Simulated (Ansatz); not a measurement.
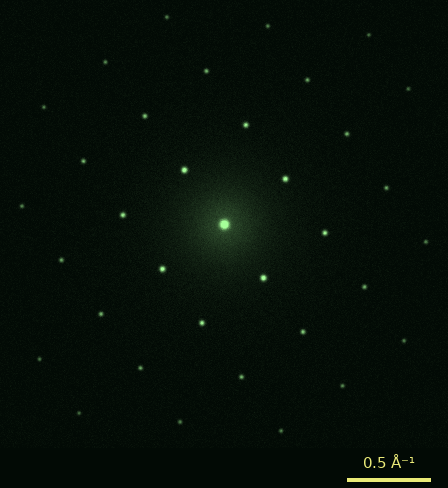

Computed electron diffraction pattern, 80 kV, single scattering only, B = 1 Å².

It belongs to W, space group P6_3/mmc (No. 194), a = 4.355 Å, c = 4.962 Å (hexagonal axes). Structure: coordinates from a relaxation with DFT PBE, scalar-relativistic, plane waves, PAW (Ansatz); the starting structure was generated, so it need not be a known form of this composition.

| atom | site | symmetry | x | y | z |
| --- | --- | --- | --- | --- | --- |
| W | 2b | -6m2 | 0.0000 | 0.0000 | 0.7500 |
| W | 2d | -6m2 | 0.3333 | 0.6667 | 0.7500 |

### Measure the pattern against the scale bar and name the zone.

The spots form a rectangular net whose two shortest vectors correspond to d = 2.48 Å and 2.18 Å, 90.0° apart. They index as 0 0 2 and 1 -2 0, so the zone axis is [210] (or an equivalent direction of <210>).

### Which reflections of this zone are missing, and why?

A glide plane extinguishes reflections such as 1 -2 -1, 1 -2 1, 1 -2 -3; a screw axis and a glide plane both extinguish reflections such as 0 0 1, 0 0 3, 0 0 5.

### List the strongest reflections.

Strongest reflections with d > 0.80 Å, one of each family (|F|² from tabulated Gaussian fits of the electron scattering factors, times a small damping for the curvature of the Ewald sphere):

| hkl | d (Å) | I (strongest = 100) |
| --- | --- | --- |
| 0 0 2 | 2.481 | 100 |
| 1 -2 0 | 2.177 | 80 |
| 1 -2 2 | 1.636 | 45 |
| 0 0 4 | 1.240 | 22 |
| 2 -4 0 | 1.089 | 15 |
| 1 -2 4 | 1.078 | 15 |
